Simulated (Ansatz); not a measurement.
Consider RuS2.

The calculation's input:

```
crystal:
  lattice:
    - [5.57, 0.0, 0.0]
    - [0.0, 5.57, 0.0]
    - [0.0, 0.0, 5.57]
  atoms:
    - { symbol: Ru, position: [0.0, 0.0, 0.0], spin: 2.0 }
    - { symbol: Ru, position: [0.5, 0.0, 0.5], spin: 2.0 }
    - { symbol: Ru, position: [0.5, 0.5, 0.0], spin: 2.0 }
    - { symbol: Ru, position: [0.0, 0.5, 0.5], spin: 2.0 }
    - { symbol: S, position: [0.625, 0.625, 0.625] }
    - { symbol: S, position: [0.875, 0.375, 0.125] }
    - { symbol: S, position: [0.125, 0.875, 0.375] }
    - { symbol: S, position: [0.375, 0.125, 0.875] }
    - { symbol: S, position: [0.375, 0.375, 0.375] }
    - { symbol: S, position: [0.125, 0.625, 0.875] }
    - { symbol: S, position: [0.875, 0.125, 0.625] }
    - { symbol: S, position: [0.625, 0.875, 0.125] }
magnetization:
  spin_polarized: true
kpoints:
  mp_grid: { grid: [6, 6, 6] }
scf:
  occupations: { method: fermi_dirac, width: 0.05 }
hamiltonian:
  xc: pbe
  pseudopotentials: { kind: paw }
output:
  forces: true
  stress: true
  populations: true
  efg:
    quadrupole_moments_barn: { Ru: 0.079, S: -0.0694 }
    contact_densities: true
  write_density: true
  write_potential: true
  elf: true
  volumetric_format: npy
relax:
  f_tol: 0.02
  max_steps: 60
```

Launched as:

```sh
ansatz run input.yaml --threads 1 --pin off --max-ram 3072MiB --backend cpu --events-out ev --progress --plain --runs-dir out
```

Below, planes, directions and counts refer to the conventional cell (a = 5.57 Å, b = 5.57 Å, c = 5.57 Å, α = 90.00°, β = 90.00°, γ = 90.00°).

The fields are those of the run's last geometry, not of the input's.

Space group Pa-3; computed pressure about 8 GPa in this cell; the program warned that a starting moment wasn't kept; spin-polarised, but the moments vanished.

Computed with DFT, PBE, plane-wave PAW, default files, scalar-relativistic in Ansatz 0.2.0.

> What will maps of the valence pseudo-density and electron localisation function show?

Ru–S (2.33 Å): the density is about 0.65 e/Å³ at the midpoint; the ELF peaks at about 0.90 in the valence shell of S, 0.8 Å from its nucleus, and is about 0.40 at the midpoint.

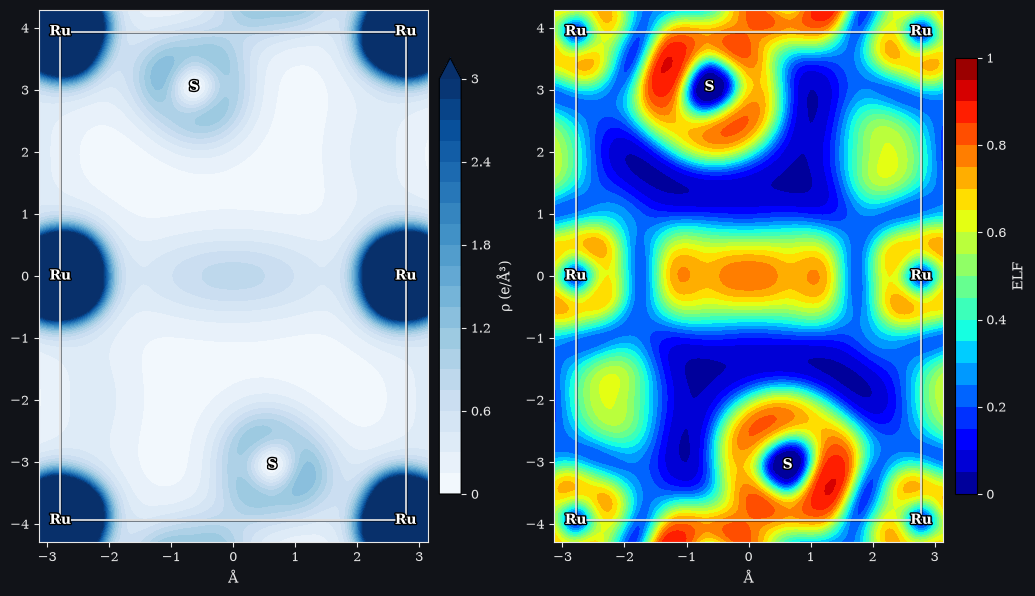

Computed valence pseudo-density and electron localisation function on the (101) plane of the conventional cell, in this order. Atoms just off the plane (S, 0.9 Å away) can leave unmarked features too.
